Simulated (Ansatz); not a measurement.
# Geometry relaxation of Rh (part 1 of 2)

Rh (slab, 3 atoms in the cell), computed with DFT PBE, scalar-relativistic, plane waves, PAW, PAW set soft_1, no spin polarisation (Ansatz 0.2.0).

The structure derives from an entry of the Crystallography Open Database. The input holds or restrains some coordinates. Forces given for the steps count only the free coordinates. Figures and captions count atoms from 1; the log counts them from 0 in places.

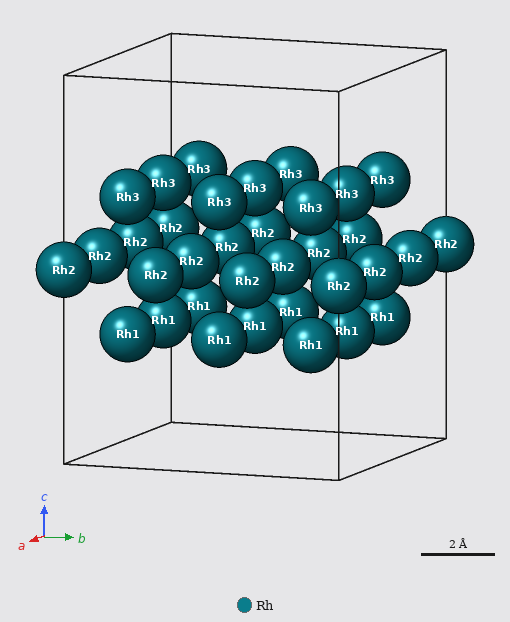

*The input geometry (spheres-only view of the 3 × 3 repeat of the cell, with the vacuum cut short, seen slightly off an axis; atoms are numbered from 1 in the order of the input). An atom can appear more than once, as a periodic image.*

**The input**
```yaml
crystal:
  lattice:
    - [2.7082931626, 0.0, 0.0]
    - [0.0, 2.7082931626, 0.0]
    - [0.0, 0.0, 17.8301049214]
  atoms:
    - { symbol: Rh, position: [0.5, 0.5, 0.3925944368] }
    - { symbol: Rh, position: [0.0, 0.0, 0.5] }
    - { symbol: Rh, position: [0.5, 0.5, 0.6074055632] }
basis:
  ecutwfc: 420
kpoints:
  mp_grid: { grid: [11, 11, 1] }
hamiltonian:
  xc: pbe
  pseudopotentials: { kind: paw, azcp: { folder: soft_1 } }
scf:
  occupations: { method: gaussian, width: 0.1 }
output:
  forces: true
  eigenvalues: true
relax:
  adjacent_minimum: "off"
  f_tol: 0.03
  max_steps: 50
  constraints: [{ sites: [0] }]
efield:
  axis: 3
  dipole_correction: true
  ramp_width: 0.04
```

Machine: 4 threads of Arm Neoverse V2, 24 GiB of memory available, shared host.

Run as:
```bash
ansatz run input.yaml --threads 4 --pin off --max-ram 12288MiB --backend cpu --events-out ev --progress --plain --runs-dir out
```

**The program's output**
```
Engine: ansatz 0.2.0, aarch64-unknown-linux-gnu
Pseudopotentials: kind: paw
Pseudopotential: Rh, paw, valence charge 17, recommended cutoff 420 eV (normal), [file]
Functional definition: PBE
  parameter kappa = 0.804
  parameter beta = 0.06672455060314922
  exchange = pbe_x(kappa = kappa, mu = beta*pi^2/3)
  correlation = pbe_c(beta = beta)
Crystal: 3 atoms, lattice volume = 130.781 Å³
Basis set: ecut = 420 eV, 2615 PW (Γ), exchange–correlation on 40×40×240 points (8 copies of the dense FFT grid, shifted against one another)
Bands: 31, of which v1, the nominal top of the filled ones, is band 26 counted from 1 (25 counted from 0)
Symmetry: 8 space group operations
k-points: 21 of 121
Non-local potential: Rh, projectors of the file, l = 0: 3, l = 1: 2, l = 2: 2, l = 3: 1
PAW form: soft (Blöchl's): semilocal exchange-correlation on the pseudo side does not see the compensation charge
PAW one-centre angular grid: Rh, 590 points (default); XC on 64 Gauss nodes
Initial density: superposition of atomic densities (neutral atoms: chi_scale 0, normalization atom)
Initial wavefunctions: pseudopotential atomic-orbital guess
Functional: x = pbe(κ = 0.804, μ = 0.2195149727645171), c = pbe(β = 0.06672455060314922)
SCF iter   1: F=—  HF=-19207.883735 eV  |F-HF|=—  |Δ(HF+E_count)|=         —  Δρ=5.23e-2  dr2=4.51e0  ethr=3.10e-3  p=0.000 e·Å  D=4.87e-14 V/Å  ΔV_dip=-0.00 eV  dr2_dipole=4.83e-8  V_vac-E_F(+/−)=5.71/5.71 eV  ⟨swp⟩=7.9  Hψ=2941  notcnv=0
efield: sawtooth ramp at fractional position 0.9800 (placed from the atoms, in the widest stretch of the axis that holds none; the zero of the levels goes with the place), width 0.0400; the density the first Hamiltonian is built on has a dipole p = 0.000 e·Å; the dipole correction subtracts the counter field D = 4.87e-14 V/Å, which shifts the + side's vacuum level by -0.00 eV against the − side's; the planar-averaged density in the ramp window peaks in size at 2.2e-5 e/Å³
preconditioner: auto → LDOS  [metal: Δε(μ)=0.048 eV  Ē_g=5.330 eV  σ=0.100 eV  W_gap=0.26  n_scr=16 (ndim 8)  ℏωp=16.9 eV  f_vac=0.584  D(μ)=6.18/eV (n_scr^D=60)  β→1.0]
SCF iter   2: F=—  HF=-19208.542600 eV  |F-HF|=—  |Δ(HF+E_count)|=   6.59e-1  Δρ=6.46e-2  dr2=6.63e0  ethr=3.10e-3  p=-0.000 e·Å  D=-6.14e-5 V/Å  ΔV_dip=0.00 eV  dr2_dipole=1.05e-7  V_vac-E_F(+/−)=5.08/5.07 eV  ⟨swp⟩=3.1  Hψ=1851  notcnv=0  defer=7
SCF iter   3: F=—  HF=-19206.664036 eV  |F-HF|=—  |Δ(HF+E_count)|=    1.88e0  Δρ=1.16e-2  dr2=1.48e-1  ethr=3.10e-3  p=-0.000 e·Å  D=-4.57e-6 V/Å  ΔV_dip=0.00 eV  dr2_dipole=2.51e-8  V_vac-E_F(+/−)=5.23/5.23 eV  ⟨swp⟩=2.7  Hψ=1584  notcnv=0  defer=6
SCF iter   4: F=—  HF=-19206.621059 eV  |F-HF|=—  |Δ(HF+E_count)|=   4.30e-2  Δρ=2.43e-3  dr2=1.00e-2  ethr=2.89e-4  p=-0.000 e·Å  D=-5.67e-7 V/Å  ΔV_dip=0.00 eV  dr2_dipole=5.75e-10  V_vac-E_F(+/−)=5.09/5.09 eV  ⟨swp⟩=3.3  Hψ=1558  notcnv=0  defer=6
SCF iter   5: F=—  HF=-19206.620459 eV  |F-HF|=—  |Δ(HF+E_count)|=   6.00e-4  Δρ=8.22e-4  dr2=2.20e-3  ethr=1.97e-5  p=0.000 e·Å  D=3.89e-6 V/Å  ΔV_dip=-0.00 eV  dr2_dipole=5.29e-14  V_vac-E_F(+/−)=5.04/5.04 eV  ⟨swp⟩=2.2  Hψ=921  notcnv=0  defer=6
SCF iter   6: F=—  HF=-19206.620574 eV  |F-HF|=—  |Δ(HF+E_count)|=   1.15e-4  Δρ=4.67e-4  dr2=3.84e-4  ethr=4.32e-6  p=-0.000 e·Å  D=-3.73e-6 V/Å  ΔV_dip=0.00 eV  dr2_dipole=1.39e-9  V_vac-E_F(+/−)=4.97/4.97 eV  ⟨swp⟩=2.2  Hψ=920  notcnv=0  defer=6
SCF iter   7: F=—  HF=-19206.620561 eV  |F-HF|=—  |Δ(HF+E_count)|=   1.36e-5  Δρ=1.16e-4  dr2=1.38e-5  ethr=4.41e-8  p=0.000 e·Å  D=1.52e-8 V/Å  ΔV_dip=-0.00 eV  dr2_dipole=1.32e-9  V_vac-E_F(+/−)=4.96/4.96 eV  ⟨swp⟩=9.0  Hψ=3579  notcnv=0
SCF iter   8: F=-19206.620566 eV  HF=-19206.620571 eV  |F-HF|=4.83e-6  |Δ(HF+E_count)|=   9.82e-6  Δρ=5.22e-5  dr2=6.46e-6  ethr=2.70e-8  p=-0.000 e·Å  D=-1.87e-6 V/Å  ΔV_dip=0.00 eV  dr2_dipole=9.94e-10  V_vac-E_F(+/−)=4.96/4.96 eV  ⟨swp⟩=8.0  Hψ=2697  notcnv=0
SCF 1 converged in 8 iterations: F = -19206.620566 eV  dr2 = 6.46e-6
  greatest PAW one-centre occupation: 1.000 electrons in one spin orbital (limit 2), on the Rh atom at site 1 (counted from 0), in its partial waves of l = 0
relax step   1: F+E_penalty+E_count = -19206.62056579 eV  Δ(F+E_penalty+E_count) = +0.000e0 eV  max|allowed force component| = 6.322e-1 eV/Å  Δτ_max = 0.0000 Å  (8 SCF iters, dr2 threshold 2.25e-5 eV, accepted)
Initial density: handed on by an earlier stage of this run
Initial wavefunctions: those handed on with the density
SCF iter   1: F=—  HF=-19206.723211 eV  |F-HF|=—  |Δ(HF+E_count)|=         —  Δρ=1.91e-2  dr2=2.18e0  ethr=3.10e-3  p=-0.000 e·Å  D=-1.86e-6 V/Å  ΔV_dip=0.00 eV  dr2_dipole=5.66e-1  V_vac-E_F(+/−)=4.90/4.90 eV  ⟨swp⟩=5.2  Hψ=2004  notcnv=0  defer=3
efield: sawtooth ramp at fractional position 0.9800 (handed on by an earlier solve), width 0.0400; the density the first Hamiltonian is built on has a dipole p = -0.000 e·Å; the dipole correction subtracts the counter field D = -1.86e-6 V/Å, which shifts the + side's vacuum level by +0.00 eV against the − side's; the planar-averaged density in the ramp window peaks in size at 5.3e-5 e/Å³
preconditioner: auto → LDOS  [metal: Δε(μ)=0.015 eV  Ē_g=5.371 eV  σ=0.100 eV  W_gap=0.09  n_scr=16 (ndim 8)  ℏωp=16.9 eV  f_vac=0.600  D(μ)=6.02/eV (n_scr^D=52)  β→1.0]
SCF iter   2: F=—  HF=-19206.682690 eV  |F-HF|=—  |Δ(HF+E_count)|=   4.05e-2  Δρ=9.30e-3  dr2=8.87e-2  ethr=3.10e-3  p=-0.005 e·Å  D=-6.34e-3 V/Å  ΔV_dip=0.11 eV  dr2_dipole=3.71e-4  V_vac-E_F(+/−)=5.05/4.93 eV  ⟨swp⟩=2.0  Hψ=936  notcnv=0  defer=8
SCF iter   3: F=—  HF=-19206.671638 eV  |F-HF|=—  |Δ(HF+E_count)|=   1.11e-2  Δρ=4.98e-3  dr2=4.26e-2  ethr=1.74e-4  p=0.002 e·Å  D=2.56e-3 V/Å  ΔV_dip=-0.05 eV  dr2_dipole=2.56e-3  V_vac-E_F(+/−)=4.89/4.94 eV  ⟨swp⟩=3.0  Hψ=1459  notcnv=0  defer=8
SCF iter   4: F=—  HF=-19206.667860 eV  |F-HF|=—  |Δ(HF+E_count)|=   3.78e-3  Δρ=1.80e-3  dr2=5.92e-3  ethr=8.36e-5  p=0.000 e·Å  D=4.44e-4 V/Å  ΔV_dip=-0.01 eV  dr2_dipole=3.08e-4  V_vac-E_F(+/−)=4.93/4.94 eV  ⟨swp⟩=1.2  Hψ=657  notcnv=0  defer=8
SCF iter   5: F=—  HF=-19206.667599 eV  |F-HF|=—  |Δ(HF+E_count)|=   2.61e-4  Δρ=3.50e-4  dr2=3.84e-4  ethr=1.16e-5  p=-0.000 e·Å  D=-6.85e-4 V/Å  ΔV_dip=0.01 eV  dr2_dipole=5.15e-5  V_vac-E_F(+/−)=4.94/4.93 eV  ⟨swp⟩=2.4  Hψ=1039  notcnv=0  defer=8
SCF iter   6: F=—  HF=-19206.667623 eV  |F-HF|=—  |Δ(HF+E_count)|=   2.45e-5  Δρ=1.36e-4  dr2=5.14e-5  ethr=7.52e-7  p=-0.000 e·Å  D=-6.47e-4 V/Å  ΔV_dip=0.01 eV  dr2_dipole=2.27e-7  V_vac-E_F(+/−)=4.94/4.93 eV  ⟨swp⟩=2.2  Hψ=937  notcnv=0  defer=8
SCF iter   7: F=-19206.667622 eV  HF=-19206.667631 eV  |F-HF|=8.48e-6  |Δ(HF+E_count)|=   7.58e-6  Δρ=7.64e-5  dr2=1.54e-5  ethr=4.90e-8  p=-0.000 e·Å  D=-6.09e-4 V/Å  ΔV_dip=0.01 eV  dr2_dipole=1.06e-8  V_vac-E_F(+/−)=4.94/4.93 eV  ⟨swp⟩=10.0  Hψ=2972  notcnv=0
WARN: efield: at this solve's end the planar-averaged density reaches -5.40e-5 e/Å³ inside the ramp window [0.9239, 0.0761] (bound 1e-5 e/Å³); by the running means of the window's planes the mean density over a ramp is at most 1.26e-5 e/Å³, which is held to the bound (the quickstart, § The vacuum guard, A window that rings); the window's nearer edge stands 5.64 Å from this solve's nearest atom along the axis. Its work functions, free energy, forces, stress, dipole, levels and responses can be off, and this figure does not tell by how much. A short vacuum, a low `basis.ecutwfc` or `basis.ecutrho_ratio` and negative occupations (`scf.occupations.method`) can put density there. See the manual's quickstart, § The vacuum guard
SCF 2 converged in 7 iterations: F = -19206.667622 eV  dr2 = 1.54e-5
relax step   2: F+E_penalty+E_count = -19206.66762250 eV  Δ(F+E_penalty+E_count) = -4.706e-2 eV  max|allowed force component| = 2.429e-1 eV/Å  Δτ_max = 0.1950 Å  (7 SCF iters, dr2 threshold 2.50e-5 eV, accepted)
SCF iter   1: F=—  HF=-19206.673456 eV  |F-HF|=—  |Δ(HF+E_count)|=         —  Δρ=3.43e-3  dr2=6.73e-2  ethr=1.55e-3  p=-0.000 e·Å  D=-6.09e-4 V/Å  ΔV_dip=0.01 eV  dr2_dipole=1.70e-2  V_vac-E_F(+/−)=4.95/4.94 eV  ⟨swp⟩=3.3  Hψ=1261  notcnv=0  defer=8
efield: sawtooth ramp at fractional position 0.9800 (handed on by an earlier solve), width 0.0400; the density the first Hamiltonian is built on has a dipole p = -0.000 e·Å; the dipole correction subtracts the counter field D = -6.09e-4 V/Å, which shifts the + side's vacuum level by +0.01 eV against the − side's; the planar-averaged density in the ramp window peaks in size at 1.8e-5 e/Å³
preconditioner: auto → LDOS  [metal: Δε(μ)=0.012 eV  Ē_g=5.323 eV  σ=0.100 eV  W_gap=0.07  n_scr=16 (ndim 8)  ℏωp=16.9 eV  f_vac=0.597  D(μ)=6.16/eV (n_scr^D=60)  β→1.0]
SCF iter   2: F=—  HF=-19206.672130 eV  |F-HF|=—  |Δ(HF+E_count)|=   1.33e-3  Δρ=1.36e-3  dr2=2.61e-3  ethr=1.32e-4  p=0.001 e·Å  D=1.18e-3 V/Å  ΔV_dip=-0.02 eV  dr2_dipole=5.19e-4  V_vac-E_F(+/−)=4.92/4.94 eV  ⟨swp⟩=1.9  Hψ=884  notcnv=0  defer=8
SCF iter   3: F=—  HF=-19206.671933 eV  |F-HF|=—  |Δ(HF+E_count)|=   1.97e-4  Δρ=1.08e-3  dr2=1.57e-3  ethr=5.11e-6  p=-0.001 e·Å  D=-7.98e-4 V/Å  ΔV_dip=0.01 eV  dr2_dipole=1.65e-5  V_vac-E_F(+/−)=4.94/4.93 eV  ⟨swp⟩=3.0  Hψ=1395  notcnv=0  defer=8
SCF iter   4: F=—  HF=-19206.671652 eV  |F-HF|=—  |Δ(HF+E_count)|=   2.80e-4  Δρ=1.55e-4  dr2=6.11e-5  ethr=3.09e-6  p=-0.000 e·Å  D=-4.67e-5 V/Å  ΔV_dip=0.00 eV  dr2_dipole=2.85e-6  V_vac-E_F(+/−)=4.94/4.93 eV  ⟨swp⟩=2.0  Hψ=926  notcnv=0  defer=8
SCF iter   5: F=—  HF=-19206.671669 eV  |F-HF|=—  |Δ(HF+E_count)|=   1.67e-5  Δρ=8.54e-5  dr2=1.94e-5  ethr=1.20e-7  p=-0.000 e·Å  D=-5.35e-5 V/Å  ΔV_dip=0.00 eV  dr2_dipole=4.07e-7  V_vac-E_F(+/−)=4.94/4.94 eV  ⟨swp⟩=2.9  Hψ=1133  notcnv=0  defer=8
SCF iter   6: F=—  HF=-19206.671672 eV  |F-HF|=—  |Δ(HF+E_count)|=   3.14e-6  Δρ=4.43e-5  dr2=5.46e-6  ethr=3.81e-8  p=-0.000 e·Å  D=-1.03e-4 V/Å  ΔV_dip=0.00 eV  dr2_dipole=2.94e-8  V_vac-E_F(+/−)=4.94/4.94 eV  ⟨swp⟩=2.0  Hψ=840  notcnv=0  defer=8
SCF iter   7: F=-19206.671674 eV  HF=-19206.671675 eV  |F-HF|=1.91e-7  |Δ(HF+E_count)|=   2.48e-6  Δρ=1.34e-5  dr2=6.47e-7  ethr=7.23e-9  p=-0.000 e·Å  D=-1.14e-4 V/Å  ΔV_dip=0.00 eV  dr2_dipole=4.55e-8  V_vac-E_F(+/−)=4.94/4.94 eV  ⟨swp⟩=9.8  Hψ=2784  notcnv=0
SCF 3 converged in 7 iterations: F = -19206.671674 eV  dr2 = 6.47e-7
relax step   3: F+E_penalty+E_count = -19206.67167438 eV  Δ(F+E_penalty+E_count) = -4.052e-3 eV  max|allowed force component| = 2.170e-2 eV/Å  Δτ_max = 0.0386 Å  (7 SCF iters, dr2 threshold 3.69e-6 eV, accepted)
iter 1 solved again at ethr=1.18e-9 eV; its pass at ethr=3.10e-3 eV (dr2=6.03e-7 eV) is discarded
```
